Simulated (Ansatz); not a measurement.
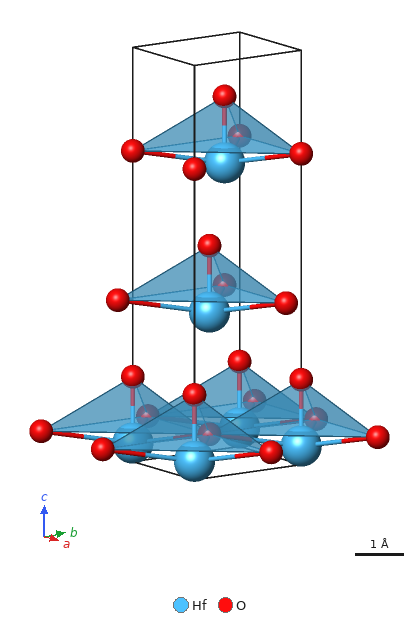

Figure 1. The input geometry (polyhedral view of the cell 3 times as large as that of the calculation, set on its symmetry axes, seen slightly off an axis; polyhedra are completed across the faces of the cell).

Single-point calculation of HfO$_{2}$

The run: single-point calculation of HfO$_{2}$ (R3m, 3 atoms in the cell). Method and program: DFT, revPBE, plane waves, PAW, no spin polarisation (Ansatz 0.2.0).

The structure derives from an entry of the Crystallography Open Database. Figures and captions count atoms from 1; the log counts them from 0 in places.

The program's output
```
Warning: basis.ecutwfc = 450.3484423711014 eV is below the records' recommended 930 eV, and the density's cutoff is lower with it unless basis.ecutrho_ratio is high enough to keep the records' density cutoff: compare with a run at a higher cutoff
Engine: ansatz 0.2.0, aarch64-unknown-linux-gnu
Pseudopotentials: kind: paw
Pseudopotential: Hf, paw, valence charge 26, recommended cutoff 520 eV (normal), Hf.paw.azcp
Pseudopotential: O, paw, valence charge 6, recommended cutoff 930 eV (normal), O.paw.azcp
Functional definition: revPBE
  parameter kappa = 1.245
  parameter beta = 0.06672455060314922
  exchange = pbe_x(kappa = kappa, mu = beta*pi^2/3)
  correlation = pbe_c(beta = beta)
Crystal: 3 atoms, lattice volume = 33.456 Å³
Basis set: ecut = 450.3484423711014 eV, 725 PW (Γ), exchange–correlation on 60×60×60 points (8 copies of the dense FFT grid, shifted against one another)
Bands: 23, of which v1, the nominal top of the filled ones, is band 19 counted from 1 (18 counted from 0)
Symmetry: 6 space group operations
Space group: R3m (ITA 160), of the structure as read, at distance tolerance 3.2e-5 Å
k-points: 65 of 512 (time reversal used)
Non-local potential: Hf, projectors of the file, l = 0: 3, l = 1: 3, l = 2: 2, l = 3: 3
Non-local potential: O, projectors of the file, l = 0: 2, l = 1: 2, l = 2: 1
PAW form: soft (Blöchl's): semilocal exchange-correlation on the pseudo side does not see the compensation charge
PAW frozen core: Hf, regenerated for the run's functional, and the local potential with it (the file was generated under x = pbe(κ = 0.804, μ = 0.2195149727645171), c = pbe(β = 0.06672455060314922))
PAW frozen core: O, regenerated for the run's functional, and the local potential with it (the file was generated under x = pbe(κ = 0.804, μ = 0.2195149727645171), c = pbe(β = 0.06672455060314922))
PAW one-centre angular grid: Hf, 590 points (default); XC on 96 Gauss nodes
PAW one-centre angular grid: O, 110 points (default); XC on 64 Gauss nodes
Initial density: superposition of atomic densities (chi_scale 0.1, normalization cell, long waves kept (reshape's long-wave potential 0.00 eV rms))
Initial wavefunctions: pseudopotential atomic-orbital guess
Functional: x = revpbe(κ = 1.245, μ = 0.2195149727645171), c = pbe(β = 0.06672455060314922)
SCF iter   1: F=—  HF=-16880.502625 eV  |F-HF|=—  |Δ(HF+E_count)|=         —  Δρ=1.45e-1  dr2=5.47e0  ethr=3.10e-3  ⟨swp⟩=6.1  Hψ=6257  notcnv=0
SCF iter   2: F=—  HF=-16878.944352 eV  |F-HF|=—  |Δ(HF+E_count)|=    1.56e0  Δρ=7.20e-2  dr2=1.40e0  ethr=3.10e-3  ⟨swp⟩=2.9  Hψ=3545  notcnv=0
SCF iter   3: F=—  HF=-16878.451059 eV  |F-HF|=—  |Δ(HF+E_count)|=   4.93e-1  Δρ=2.44e-2  dr2=2.01e-1  ethr=3.10e-3  ⟨swp⟩=2.1  Hψ=2933  notcnv=0
SCF iter   4: F=—  HF=-16878.366592 eV  |F-HF|=—  |Δ(HF+E_count)|=   8.45e-2  Δρ=7.47e-3  dr2=9.23e-3  ethr=5.29e-4  ⟨swp⟩=2.1  Hψ=3086  notcnv=0
SCF iter   5: F=—  HF=-16878.373813 eV  |F-HF|=—  |Δ(HF+E_count)|=   7.22e-3  Δρ=3.20e-3  dr2=2.49e-3  ethr=2.43e-5  ⟨swp⟩=2.6  Hψ=3316  notcnv=0
SCF iter   6: F=—  HF=-16878.373054 eV  |F-HF|=—  |Δ(HF+E_count)|=   7.59e-4  Δρ=6.50e-4  dr2=7.37e-5  ethr=6.56e-6  ⟨swp⟩=2.0  Hψ=2869  notcnv=0
SCF iter   7: F=—  HF=-16878.373082 eV  |F-HF|=—  |Δ(HF+E_count)|=   2.77e-5  Δρ=1.83e-4  dr2=9.69e-6  ethr=1.94e-7  ⟨swp⟩=2.0  Hψ=2730  notcnv=0
SCF iter   8: F=—  HF=-16878.373086 eV  |F-HF|=—  |Δ(HF+E_count)|=   4.03e-6  Δρ=4.91e-5  dr2=4.28e-7  ethr=2.55e-8  ⟨swp⟩=2.0  Hψ=2705  notcnv=0
SCF iter   9: F=-16878.373086 eV  HF=-16878.373086 eV  |F-HF|=1.21e-8  |Δ(HF+E_count)|=   1.00e-7  Δρ=1.83e-5  dr2=9.28e-8  ethr=2.63e-10  ⟨swp⟩=11.8  Hψ=14856  notcnv=0
SCF 1 converged in 9 iterations: F = -16878.373086 eV  dr2 = 9.28e-8
  greatest PAW one-centre occupation: 0.995 electrons in one spin orbital (limit 2), on the Hf atom at site 0 (counted from 0), in its partial waves of l = 3
SCF converged after 9 iterations
Free energy (F): -16878.373086 eV
Harris-Foulkes:  -16878.373086 eV  (|F-HF|=1.21e-8)
Internal energy: -16878.373086 eV  (E = F + TS)
E sigma→0 (E₀):  -16878.373086 eV
Fermi energy:    16.151116 eV
--- Per-component energies (eV) ---
  E_band       = 6.123808
  E_kinetic    = 964.530446
  E_local      = -10138.075219  (includes V_loc(G=0)·N_el)
  E_nonlocal   = 2591.227579
  E_hartree    = 3464.496956
  E_xc         = -754.160553
  E_vxc        = -508.777699  (∫ρ·V_xc dr)
  E_paw        = -7590.087905  (= ΣΔE_a)
  E_vpaw       = 168.235168  (= ΣTr[D̂ρ^β])
  E_aug_tail   = 0.000064  (compensation charges beyond the density's cutoff)
  E_ewald      = -5416.139042
  E_core_change = -0.165410  (= ΣΔE_core)
  E_smearing   = -0.000000  (= −TS)
  E_closure    = -0.000000  (closes the sum)
  Σ components = -16878.373086   (vs F -16878.373086, Δ=0.00e0)
--- Forces (eV/Å), atoms counted from 1 ---
  atom   1  Hf   -22.70615449    22.70615449    22.70615449
  atom   2  O     23.97665783   -23.97665783   -23.97665783
  atom   3  O     -1.27001171     1.27001171     1.27001171
  max |Σ_I F_I| component: 4.92e-4 eV/Å
--- Stress (GPa, compression-positive) ---
      110.969878     -88.250752     -88.250752
      -88.250752     110.969878      88.250752
      -88.250752      88.250752     110.969878
  P = ⅓ Tr σ = 110.9699 GPa (1109.699 kbar)
--- Band table (eV; the first three rows and the last of 65) ---
  k-point 0: bands = ["-45.7700", "-17.7666", "-14.1700", "-14.1700", "-3.6798", "-1.8381", "4.5184", "4.5184", "4.6683", "4.8939", "4.8939", "4.9836", "5.0599", "8.7512", "8.7512", "10.6418", "11.5979", "11.5979", "14.0818", "19.3707", "21.9564", "21.9564", "24.5634"]
  k-point 1: bands = ["-45.7681", "-17.7823", "-14.2335", "-14.1769", "-3.5139", "-1.8323", "4.5099", "4.5166", "4.6541", "4.8930", "4.8962", "4.9780", "5.0345", "8.7521", "8.7701", "10.7799", "11.5788", "11.6601", "14.0400", "19.7696", "21.7743", "21.9719", "23.9148"]
  k-point 2: bands = ["-45.7634", "-17.8213", "-14.3805", "-14.1936", "-3.1263", "-1.8069", "4.4875", "4.5115", "4.6131", "4.8917", "4.9020", "4.9658", "4.9882", "8.7734", "8.8831", "10.6578", "11.8793", "11.8977", "13.8118", "20.6600", "20.9628", "21.7418", "23.1756"]
  k-point 64: bands = ["-45.7541", "-18.1461", "-14.2336", "-14.2336", "-3.1154", "-0.9045", "4.4064", "4.4933", "4.4933", "4.8944", "4.8944", "4.9847", "5.0030", "10.3352", "10.3352", "10.4151", "10.7058", "10.7058", "13.2529", "18.7065", "21.4613", "21.4613", "23.3021"]
```

File v_z.tsv
```
# z_ang	v_es[eV]	v_tot[eV]
# format = ansatz-planar-average/11
# xc	revpbe
# density_cutoff_ev	2251.742211855507
# datasets	Hf=:simpson_from_first_knot:soft:shift=94976	O=:simpson_from_first_knot:soft:shift=74774
# lattice	0.000000000	2.557500000	2.557500000
# lattice	2.557500000	0.000000000	2.557500000
# lattice	2.557500000	2.557500000	0.000000000
# sites	3
# site	72	0.230175000	-0.230175000	-0.230175000
# site	8	1.048575000	1.508925000	1.508925000
# site	8	3.836250000	3.836250000	3.836250000
0.000000	-8.757930e0	-2.381077e1
0.120562	-1.064803e1	-2.600887e1
0.241123	-1.139082e1	-2.683101e1
0.361685	-1.112608e1	-2.634879e1
0.482247	-9.977750e0	-2.472266e1
0.602809	-7.862976e0	-2.196806e1
0.723370	-4.737108e0	-1.812190e1
0.843932	-8.447564e-1	-1.345618e1
0.964494	3.314066e0	-8.450120e0
1.085055	7.215246e0	-3.626368e0
1.205617	1.039706e1	4.610441e-1
1.326179	1.271744e1	3.498663e0
1.446740	1.434814e1	5.568657e0
1.567302	1.546576e1	6.953709e0
1.687864	1.616317e1	7.840908e0
1.808426	1.647945e1	8.211952e0
1.928987	1.641355e1	8.066633e0
2.049549	1.592678e1	7.418715e0
2.170111	1.492766e1	6.108310e0
2.290672	1.327054e1	3.964426e0
2.411234	1.094897e1	1.095035e0
2.531796	8.388616e0	-1.998493e0
2.652358	6.278628e0	-4.630078e0
2.772919	5.100718e0	-6.341161e0
2.893481	4.745983e0	-7.267619e0
3.014043	4.502959e0	-8.110312e0
3.134604	3.411799e0	-9.780776e0
3.255166	9.862333e-1	-1.272776e1
3.375728	-2.367468e0	-1.655057e1
3.496289	-5.850677e0	-2.048311e1
```

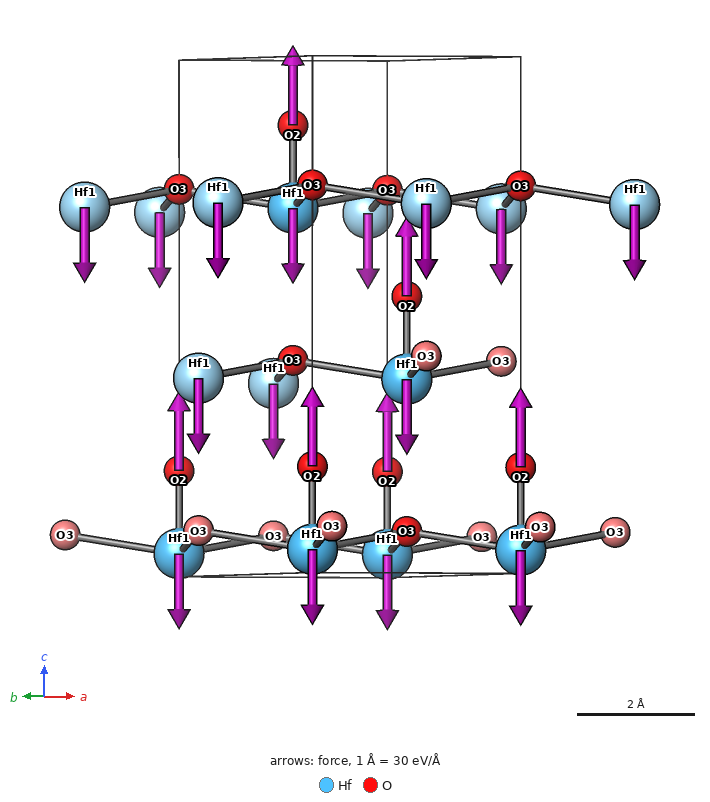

Figure 2. Forces on the atoms as pink arrows (ball-and-stick view of the cell 3 times as large as that of the calculation, set on its symmetry axes, seen at an oblique angle; neighbours outside the cell are drawn fainter; atoms are numbered from 1 in the order of the input); the smallest are left out. The largest act on O2 (41.53 eV/Å); Hf1 (39.33 eV/Å). The geometry is not a stationary point of this energy.

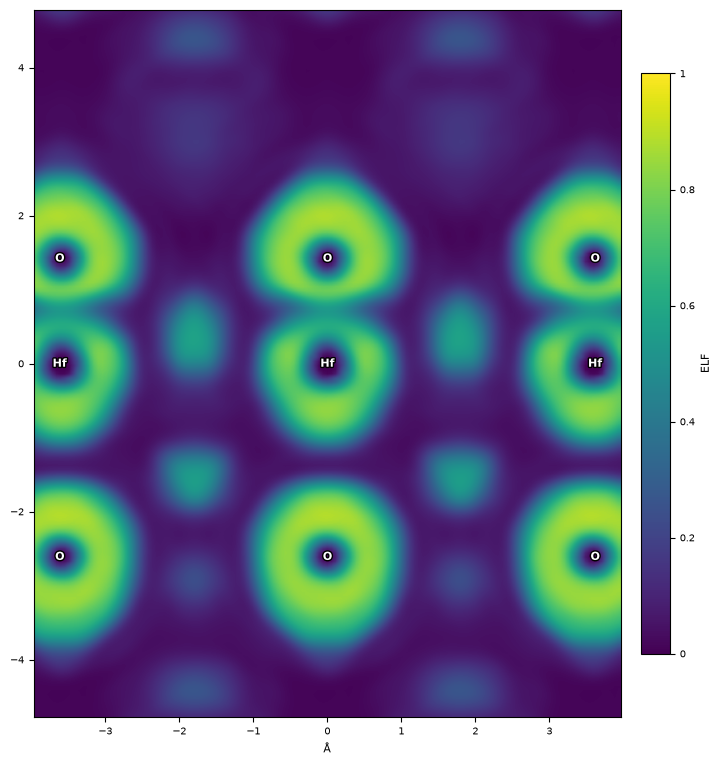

Figure 3. Electron localisation function on the (100) plane of the conventional cell. The plane passes through Hf and O nuclei. Hf–O (1.42 Å): the ELF peaks at about 0.80 in the valence shell of O, 0.4 Å from its nucleus, and drops to about 0.55 between the two atoms. The strong features right at Hf lie inside the PAW spheres (semicore, d or f shells) and say nothing about bonding. The fields are those of the smooth PAW valence density.

The run was set up as follows.

Input file
```yaml
crystal:
  lattice:
    - [0.0, 2.5575, 2.5575]
    - [2.5575, 0.0, 2.5575]
    - [2.5575, 2.5575, 0.0]
  atoms:
    - { symbol: Hf, position: [-0.135, 0.045, 0.045] }
    - { symbol: O, position: [0.385, 0.205, 0.205] }
    - { symbol: O, position: [0.75, 0.75, 0.75] }
kpoints:
  mp_grid: { grid: [8, 8, 8] }
scf:
  occupations: { method: fermi_dirac, width: 0.03 }
  mixing: { preconditioner: local_kerker }
hamiltonian:
  xc: revpbe
  pseudopotentials: { kind: paw, source: ansatz }
output:
  forces: true
  stress: true
  eigenvalues: true
  write_density: true
  write_potential: true
  elf: true
  volumetric_format: npy
basis:
  ecutwfc: "33.1 Ry"
```

Run as:
```bash
ansatz run input.yaml --threads 1 --pin off --max-ram 3072MiB --backend cpu --events-out ev --progress --plain --runs-dir out
```

Key numbers

| quantity | value |
| --- | --- |
| outcome | converged |
| space group (tolerance 0.01 Å) | R3m (160) |
| electrons treated | 38 |
| free energy | −16878.3731 eV |
| Fermi energy | 16.151 eV |
| gap on the k-point mesh | 4.16 eV |
| pressure | 110.97 GPa |
| largest force (length of the vector) | 41.529 eV/Å |
| hardware | 1 thread of Arm Neoverse V1, 24 GiB of memory available, shared host |
| wall time | 9.9 s |
| peak memory | 0.34 GiB |

Remarks

Settings chosen away from the usual ones: scf.mixing.preconditioner = "local_kerker", hamiltonian.xc = "revpbe", basis.ecutwfc = "33.1 Ry". Warnings of the run: the cutoff is below the recommended one. Spin–orbit coupling is left out, which matters for Hf.
